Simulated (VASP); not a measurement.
Geometry relaxation of ZrS₂ (part 3 of 4)

The same run, continued: ZrS₂ (3 atoms in the cell); Kohn-Sham DFT of a periodic cell, PBE, VASP PAW PBE potentials, recommended, no spin polarisation (VASP 6.6.1); cutoff 600 eV, 9×9×5 k-mesh, Gaussian smearing of 0.03 eV. The structure derives from a Materials Project entry.

Geometry of the input (Å; fractional positions):
```
3.6914  0.0000  0.0000
-1.8457  3.1968  0.0000
0.0000  0.0000  6.0411
Zr 0.0000  0.0000  0.0000
S  0.6667  0.3333  0.7621
S  0.3333  0.6667  0.2379
```

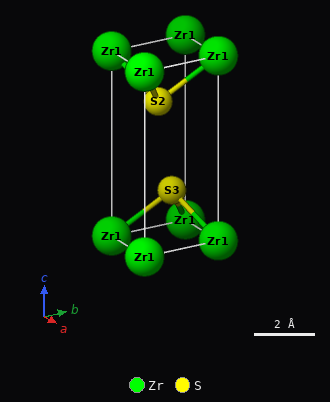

**Figure 1.** The geometry at step 10 of the log (ball-and-stick view of the cell of the calculation, seen slightly off an axis; atoms are numbered from 1 in the order of the input).

Parts of OUTCAR, continued:
```
 -----------------------------------------------------------------------------
  energy-cutoff  :      600.00
  volume of cell :       71.90
      direct lattice vectors                 reciprocal lattice vectors
     3.693529548  0.000000000  0.000000000     0.270743739  0.156313971  0.000000000
    -1.846764774  3.198690418 -0.000000000     0.000000000  0.312627941  0.000000000
    -0.000000000 -0.000000000  6.085534801     0.000000000  0.000000000  0.164324095

 POSITION                                       TOTAL-FORCE (eV/Angst)
 -----------------------------------------------------------------------------------
     -1.84676      3.19869     -0.00000        -0.000000     -0.000000      0.000000
      1.84676      1.06623      4.63561        -0.000000     -0.000000      0.092345
     -0.00000      2.13246      1.44992         0.000000      0.000000     -0.092345
 -----------------------------------------------------------------------------------
    total drift:                               -0.000000     -0.000000     -0.000000

  FREE ENERGIE OF THE ION-ELECTRON SYSTEM (eV)
  ---------------------------------------------------
  free  energy   TOTEN  =       -21.4278547434 eV

  energy  without entropy=      -21.4278547434  energy(sigma->0) =      -21.42785474

[... ionic steps 4 to 21 ...]

--------------------------------------- Ionic step       22  -------------------------------------------

 number of electron      23.9999999 magnetization

------------------------ aborting loop because EDIFF is reached ----------------------------------------

  FORCE on cell =-STRESS in cart. coord.  units (eV):
  Direction    XX          YY          ZZ          XY          YZ          ZX
  --------------------------------------------------------------------------------------
  -------------------------------------------------------------------------------------
  Total       -0.0404986     -0.0404986      0.0069472      0.0000000      0.0000000      0.0000000
  in kB       -0.8441703     -0.8441703      0.1448102      0.0000000      0.0000000      0.0000000
  external PRESSURE =      -0.5145101 kB  Pullay stress =       0.0000000 kB

 VOLUME and BASIS-vectors are now :
 -----------------------------------------------------------------------------
  energy-cutoff  :      600.00
  volume of cell :       76.86
      direct lattice vectors                 reciprocal lattice vectors
     3.686020723 -0.000000000  0.000000000     0.271295273  0.156632399  0.000000000
    -1.843010362  3.192187585 -0.000000000     0.000000000  0.313264798  0.000000000
    -0.000000000 -0.000000000  6.532425122    -0.000000000  0.000000000  0.153082505

 POSITION                                       TOTAL-FORCE (eV/Angst)
 -----------------------------------------------------------------------------------
      0.00000      0.00000      0.00000        -0.000000     -0.000000      0.000000
      1.84301      1.06406      5.08341        -0.000000     -0.000000      0.010052
     -0.00000      2.12813      1.44902         0.000000      0.000000     -0.010052
 -----------------------------------------------------------------------------------
    total drift:                               -0.000000      0.000000     -0.000000

  FREE ENERGIE OF THE ION-ELECTRON SYSTEM (eV)
  ---------------------------------------------------
  free  energy   TOTEN  =       -21.4402595403 eV

  energy  without entropy=      -21.4402595403  energy(sigma->0) =      -21.44025954

--------------------------------------- Ionic step       23  -------------------------------------------

 number of electron      23.9999999 magnetization

------------------------ aborting loop because EDIFF is reached ----------------------------------------

  FORCE on cell =-STRESS in cart. coord.  units (eV):
  Direction    XX          YY          ZZ          XY          YZ          ZX
  --------------------------------------------------------------------------------------
  -------------------------------------------------------------------------------------
  Total       -0.0350762     -0.0350762      0.0066811      0.0000000     -0.0000000      0.0000000
  in kB       -0.7314658     -0.7314658      0.1393243      0.0000000     -0.0000000      0.0000000
  external PRESSURE =      -0.4412025 kB  Pullay stress =       0.0000000 kB

 VOLUME and BASIS-vectors are now :
 -----------------------------------------------------------------------------
  energy-cutoff  :      600.00
  volume of cell :       76.83
      direct lattice vectors                 reciprocal lattice vectors
     3.685619096 -0.000000000  0.000000000     0.271324837  0.156649468  0.000000000
    -1.842809548  3.191839766 -0.000000000     0.000000000  0.313298935  0.000000000
    -0.000000000 -0.000000000  6.530962488    -0.000000000  0.000000000  0.153116788

 POSITION                                       TOTAL-FORCE (eV/Angst)
 -----------------------------------------------------------------------------------
      0.00000      0.00000      0.00000        -0.000000      0.000000      0.000000
      1.84281      1.06395      5.08214        -0.000000     -0.000000      0.005513
     -0.00000      2.12789      1.44882         0.000000      0.000000     -0.005513
 -----------------------------------------------------------------------------------
    total drift:                                0.000000      0.000000      0.000000

  FREE ENERGIE OF THE ION-ELECTRON SYSTEM (eV)
  ---------------------------------------------------
  free  energy   TOTEN  =       -21.4402606446 eV

  energy  without entropy=      -21.4402606446  energy(sigma->0) =      -21.44026064

--------------------------------------- Ionic step       24  -------------------------------------------

 number of electron      23.9999999 magnetization

 Free energy of the ion-electron system (eV)
  ---------------------------------------------------
  ext. energy  EPLUGINS =         0.00000000
  ---------------------------------------------------
  free energy    TOTEN  =       -21.44026024 eV

  energy without entropy =      -21.44026024  energy(sigma->0) =      -21.44026024

 E-fermi :   3.4698     XC(G=0):  -8.8580     alpha+bet :-10.1611

 val. band max:        3.2695752621   @ k =   0.0000   0.0000   0.0000
 cond. band min:       4.4104018532   @ k =   0.0000   0.4444   0.4000
 fundamental gap:      1.1408265911
 Fermi energy:         3.4697557799

 k-point     1 :       0.0000    0.0000    0.0000
  band No.  band energies     occupation
      1     -45.6319      2.00000
      2     -23.6860      2.00000
      3     -23.5376      2.00000
      4     -23.5376      2.00000
      5      -9.1205      2.00000
      6      -7.8876      2.00000
      7      -0.6497      2.00000
      8       0.6558      2.00000
      9       0.6558      2.00000
     10       2.9782      2.00000
     11       3.2696      2.00000
     12       3.2696      2.00000
     13       4.9569      0.00000
     14       4.9569      0.00000
     15       5.7551      0.00000
     16       8.4241      0.00000

 k-point     2 :       0.1111   -0.0000    0.0000
  band No.  band energies     occupation
      1     -45.6299      2.00000
      2     -23.6798      2.00000
      3     -23.5672      2.00000
      4     -23.5439      2.00000
      5      -8.9988      2.00000
      6      -7.9109      2.00000
      7      -0.4901      2.00000
      8       0.4860      2.00000
      9       0.7296      2.00000
     10       2.5186      2.00000
     11       2.9511      2.00000
     12       3.1169      2.00000
     13       5.0407      0.00000
     14       5.3455      0.00000
     15       5.9029      0.00000
     16       8.0172      0.00000

 k-point     3 :       0.2222    0.0000    0.0000
  band No.  band energies     occupation
      1     -45.6247      2.00000
      2     -23.6646      2.00000
      3     -23.6403      2.00000
      4     -23.5599      2.00000
      5      -8.6821      2.00000
      6      -7.9633      2.00000
      7      -0.1045      2.00000
      8       0.2837      2.00000
      9       0.8827      2.00000
     10       1.2613      2.00000
     11       2.4961      2.00000
     12       3.0547      2.00000
     13       4.8891      0.00000
     14       5.9600      0.00000
     15       6.2839      0.00000
     16       7.9826      0.00000

 k-point     4 :       0.3333    0.0000    0.0000
  band No.  band energies     occupation
      1     -45.6187      2.00000
      2     -23.7244      2.00000
      3     -23.6447      2.00000
      4     -23.5781      2.00000
      5      -8.3456      2.00000
      6      -7.9634      2.00000
      7      -0.2587      2.00000
      8       0.4314      2.00000
      9       0.7365      2.00000
     10       0.9542      2.00000
     11       2.2873      2.00000
     12       2.4972      2.00000
     13       4.6699      0.00000
     14       6.3786      0.00000
     15       6.6880      0.00000
     16       8.5952      0.00000

 k-point     5 :       0.4444    0.0000    0.0000
  band No.  band energies     occupation
      1     -45.6148      2.00000
      2     -23.7772      2.00000
      3     -23.6328      2.00000
      4     -23.5899      2.00000
      5      -8.2494      2.00000
      6      -7.8100      2.00000
      7      -0.8037      2.00000
      8       0.6013      2.00000
      9       0.9241      2.00000
     10       1.0586      2.00000
     11       1.9650      2.00000
     12       2.2841      2.00000
     13       4.5339      0.00000
     14       6.5966      0.00000
     15       6.8922      0.00000
     16       8.8902      0.00000

 [... the levels of 18 k-points are left out ...]

 k-point    24 :      -0.1111    0.3333    0.2000
  band No.  band energies     occupation
      1     -45.6207      2.00000
      2     -23.6885      2.00000
      3     -23.6514      2.00000
      4     -23.5809      2.00000
      5      -8.4212      2.00000
      6      -8.0040      2.00000
      7      -0.0698      2.00000
      8       0.3492      2.00000
      9       0.6957      2.00000
     10       1.1451      2.00000
     11       1.9801      2.00000
     12       2.8508      2.00000
     13       5.0537      0.00000
     14       5.9797      0.00000
     15       6.7735      0.00000
     16       7.8247      0.00000

 [... further k-points ...]

------------------------ aborting loop because EDIFF is reached ----------------------------------------

  FORCE on cell =-STRESS in cart. coord.  units (eV):
  Direction    XX          YY          ZZ          XY          YZ          ZX
  --------------------------------------------------------------------------------------
  -------------------------------------------------------------------------------------
  Total       -0.0226612     -0.0226612      0.0183597     -0.0000000     -0.0000000     -0.0000000
  in kB       -0.4727234     -0.4727234      0.3829921     -0.0000000     -0.0000000     -0.0000000
  external PRESSURE =      -0.1874849 kB  Pullay stress =       0.0000000 kB

 VOLUME and BASIS-vectors are now :
 -----------------------------------------------------------------------------
  energy-cutoff  :      600.00
  volume of cell :       76.80
      direct lattice vectors                 reciprocal lattice vectors
     3.685320047 -0.000000000  0.000000000     0.271346854  0.156662179  0.000000000
    -1.842660023  3.191580781 -0.000000000    -0.000000000  0.313324358  0.000000000
    -0.000000000 -0.000000000  6.529873416    -0.000000000  0.000000000  0.153142325

 POSITION                                       TOTAL-FORCE (eV/Angst)
 -----------------------------------------------------------------------------------
      0.00000      0.00000      0.00000        -0.000000      0.000000      0.000000
      1.84266      1.06386      5.08120        -0.000000     -0.000000      0.002459
     -0.00000      2.12772      1.44868         0.000000      0.000000     -0.002459
 -----------------------------------------------------------------------------------
    total drift:                                0.000000     -0.000000     -0.000000

  FREE ENERGIE OF THE ION-ELECTRON SYSTEM (eV)
  ---------------------------------------------------
  free  energy   TOTEN  =       -21.4402602408 eV

  energy  without entropy=      -21.4402602408  energy(sigma->0) =      -21.44026024

 reached required accuracy - stopping structural energy minimisation
```

CONTCAR:
```
ZrS2
   1.00000000000000
     3.6853200466551113   -0.0000000000000000    0.0000000000000000
    -1.8426600233275556    3.1915807814660790   -0.0000000000000000
    -0.0000000000000000   -0.0000000000000001    6.5298734164934134
  Zr              S
     1     2
Direct
     0.0000000000000000    0.0000000000000000    0.0000000000000000
     0.6666666699999979    0.3333333300000021    0.7781460303226699
     0.3333333300000021    0.6666666699999979    0.2218539696773301

  0.00000000E+00  0.00000000E+00  0.00000000E+00
  0.00000000E+00  0.00000000E+00  0.00000000E+00
  0.00000000E+00  0.00000000E+00  0.00000000E+00
```

Trajectory as extended XYZ (Å, eV, eV/Å), 24 frames, from step=0 to step=23:
```
3
Lattice="3.6914 0.0000 0.0000 -1.8457 3.1968 0.0000 0.0000 0.0000 6.0411" Properties=species:S:1:pos:R:3:forces:R:3 step=0 energy=-21.42574
Zr    0.0000    0.0000    0.0000    0.0000   0.0000   0.0000
S     1.8457    1.0656    4.6038    0.0000   0.0000  -0.0515
S     0.0000    2.1312    1.4372    0.0000   0.0000   0.0515
3
Lattice="3.6939 0.0000 0.0000 -1.8470 3.1990 -0.0000 -0.0000 -0.0000 6.0938" Properties=species:S:1:pos:R:3:forces:R:3 step=1 energy=-21.42778
Zr    3.6939    0.0000    0.0000    0.0000   0.0000   0.0000
S     1.8470    1.0663    4.6415    0.0000   0.0000   0.1191
S     0.0000    2.1327    1.4523    0.0000   0.0000  -0.1191
3
Lattice="3.6935 0.0000 0.0000 -1.8468 3.1987 -0.0000 -0.0000 -0.0000 6.0855" Properties=species:S:1:pos:R:3:forces:R:3 step=2 energy=-21.42785
Zr   -1.8468    3.1987    0.0000    0.0000   0.0000   0.0000
S     1.8468    1.0662    4.6356    0.0000   0.0000   0.0923
S     0.0000    2.1325    1.4499    0.0000   0.0000  -0.0923
3
Lattice="3.6803 0.0000 0.0000 -1.8402 3.1873 -0.0000 -0.0000 -0.0000 6.1254" Properties=species:S:1:pos:R:3:forces:R:3 step=3 energy=-21.42990
Zr    3.6803    0.0000    0.0000    0.0000   0.0000   0.0000
S     1.8402    1.0624    4.6689    0.0000   0.0000   0.0935
S     0.0000    2.1248    1.4565    0.0000   0.0000  -0.0935
3
Lattice="3.6735 0.0000 0.0000 -1.8367 3.1813 -0.0000 -0.0000 -0.0000 6.1462" Properties=species:S:1:pos:R:3:forces:R:3 step=4 energy=-21.43020
Zr   -1.8367    3.1813    0.0000    0.0000   0.0000   0.0000
S     1.8367    1.0604    4.6862    0.0000   0.0000   0.0941
S     0.0000    2.1209    1.4600    0.0000   0.0000  -0.0941
3
Lattice="3.6745 0.0000 0.0000 -1.8372 3.1822 -0.0000 -0.0000 -0.0000 6.1640" Properties=species:S:1:pos:R:3:forces:R:3 step=5 energy=-21.43139
Zr    0.0000    0.0000    0.0000    0.0000   0.0000   0.0000
S     1.8372    1.0607    4.7057    0.0000   0.0000   0.0785
S     0.0000    2.1215    1.4583    0.0000   0.0000  -0.0785
3
Lattice="3.6775 0.0000 0.0000 -1.8387 3.1848 -0.0000 -0.0000 -0.0000 6.2174" Properties=species:S:1:pos:R:3:forces:R:3 step=6 energy=-21.43428
Zr    0.0000    0.0000    0.0000    0.0000   0.0000   0.0000
S     1.8388    1.0616    4.7642    0.0000   0.0000   0.0305
S     0.0000    2.1232    1.4531    0.0000   0.0000  -0.0305
3
Lattice="3.6835 0.0000 0.0000 -1.8418 3.1900 -0.0000 -0.0000 -0.0000 6.3241" Properties=species:S:1:pos:R:3:forces:R:3 step=7 energy=-21.43725
Zr    0.0000    0.0000    0.0000    0.0000   0.0000   0.0000
S     1.8418    1.0633    4.8820    0.0000   0.0000  -0.0687
S     0.0000    2.1267    1.4421    0.0000   0.0000   0.0687
3
Lattice="3.6874 -0.0000 0.0000 -1.8437 3.1934 -0.0000 -0.0000 -0.0000 6.3497" Properties=species:S:1:pos:R:3:forces:R:3 step=8 energy=-21.43812
Zr    0.0000    0.0000    0.0000    0.0000   0.0000   0.0000
S     1.8437    1.0645    4.9054    0.0000   0.0000  -0.0260
S     0.0000    2.1289    1.4443    0.0000   0.0000   0.0260
3
Lattice="3.6941 -0.0000 0.0000 -1.8471 3.1992 -0.0000 -0.0000 -0.0000 6.3945" Properties=species:S:1:pos:R:3:forces:R:3 step=9 energy=-21.43835
Zr    0.0000    0.0000    0.0000    0.0000   0.0000   0.0000
S     1.8471    1.0664    4.9464    0.0000   0.0000   0.0471
S     0.0000    2.1328    1.4481    0.0000   0.0000  -0.0471
3
Lattice="3.6919 -0.0000 0.0000 -1.8459 3.1973 -0.0000 -0.0000 -0.0000 6.3795" Properties=species:S:1:pos:R:3:forces:R:3 step=10 energy=-21.43846
Zr    0.0000    0.0000    0.0000    0.0000   0.0000   0.0000
S     1.8459    1.0658    4.9327    0.0000   0.0000   0.0221
S     0.0000    2.1315    1.4468    0.0000   0.0000  -0.0221
3
Lattice="3.6907 -0.0000 0.0000 -1.8454 3.1963 -0.0000 -0.0000 -0.0000 6.3983" Properties=species:S:1:pos:R:3:forces:R:3 step=11 energy=-21.43876
Zr    0.0000    0.0000    0.0000    0.0000   0.0000   0.0000
S     1.8454    1.0654    4.9501    0.0000   0.0000   0.0313
S     0.0000    2.1308    1.4482    0.0000   0.0000  -0.0313
3
Lattice="3.6873 -0.0000 0.0000 -1.8436 3.1933 -0.0000 -0.0000 -0.0000 6.4548" Properties=species:S:1:pos:R:3:forces:R:3 step=12 energy=-21.43939
Zr    0.0000    0.0000    0.0000    0.0000   0.0000   0.0000
S     1.8436    1.0644    5.0026    0.0000   0.0000   0.0544
S     0.0000    2.1288    1.4522    0.0000   0.0000  -0.0544
3
Lattice="3.6803 -0.0000 0.0000 -1.8402 3.1873 -0.0000 -0.0000 -0.0000 6.5677" Properties=species:S:1:pos:R:3:forces:R:3 step=13 energy=-21.43944
Zr   -1.8402    3.1873    0.0000    0.0000   0.0000   0.0000
S     1.8402    1.0624    5.1077    0.0000   0.0000   0.0990
S     0.0000    2.1248    1.4599    0.0000   0.0000  -0.0990
3
Lattice="3.6838 -0.0000 0.0000 -1.8419 3.1902 -0.0000 -0.0000 -0.0000 6.5113" Properties=species:S:1:pos:R:3:forces:R:3 step=14 energy=-21.43962
Zr    0.0000    0.0000    0.0000    0.0000   0.0000   0.0000
S     1.8419    1.0634    5.0553    0.0000   0.0000   0.0752
S     0.0000    2.1268    1.4560    0.0000   0.0000  -0.0752
3
Lattice="3.6768 -0.0000 0.0000 -1.8384 3.1842 -0.0000 -0.0000 -0.0000 6.5317" Properties=species:S:1:pos:R:3:forces:R:3 step=15 energy=-21.43997
Zr   -1.8384    3.1842    0.0000    0.0000   0.0000   0.0000
S     1.8384    1.0614    5.0791    0.0000   0.0000   0.0029
S     0.0000    2.1228    1.4527    0.0000   0.0000  -0.0029
3
Lattice="3.6786 -0.0000 0.0000 -1.8393 3.1857 -0.0000 -0.0000 -0.0000 6.5265" Properties=species:S:1:pos:R:3:forces:R:3 step=16 energy=-21.44002
Zr    0.0000    0.0000    0.0000    0.0000   0.0000   0.0000
S     1.8393    1.0619    5.0730    0.0000   0.0000   0.0211
S     0.0000    2.1238    1.4535    0.0000   0.0000  -0.0211
3
Lattice="3.6787 -0.0000 0.0000 -1.8394 3.1859 -0.0000 -0.0000 -0.0000 6.5260" Properties=species:S:1:pos:R:3:forces:R:3 step=17 energy=-21.44002
Zr    0.0000    0.0000    0.0000    0.0000   0.0000   0.0000
S     1.8394    1.0620    5.0724    0.0000   0.0000   0.0226
S     0.0000    2.1239    1.4536    0.0000   0.0000  -0.0226
3
Lattice="3.6807 -0.0000 0.0000 -1.8403 3.1875 -0.0000 -0.0000 -0.0000 6.5263" Properties=species:S:1:pos:R:3:forces:R:3 step=18 energy=-21.44015
Zr   -1.8403    3.1875    0.0000    0.0000   0.0000   0.0000
S     1.8403    1.0625    5.0745    0.0000   0.0000   0.0135
S     0.0000    2.1250    1.4518    0.0000   0.0000  -0.0135
3
Lattice="3.6861 -0.0000 0.0000 -1.8431 3.1923 -0.0000 -0.0000 -0.0000 6.5271" Properties=species:S:1:pos:R:3:forces:R:3 step=19 energy=-21.44022
Zr    0.0000    0.0000    0.0000    0.0000   0.0000   0.0000
S     1.8431    1.0641    5.0803    0.0000   0.0000  -0.0139
S     0.0000    2.1282    1.4468    0.0000   0.0000   0.0139
3
Lattice="3.6845 -0.0000 0.0000 -1.8422 3.1909 -0.0000 -0.0000 -0.0000 6.5269" Properties=species:S:1:pos:R:3:forces:R:3 step=20 energy=-21.44025
Zr    0.0000    0.0000    0.0000    0.0000   0.0000   0.0000
S     1.8422    1.0636    5.0786    0.0000   0.0000  -0.0058
S     0.0000    2.1272    1.4483    0.0000   0.0000   0.0058
```
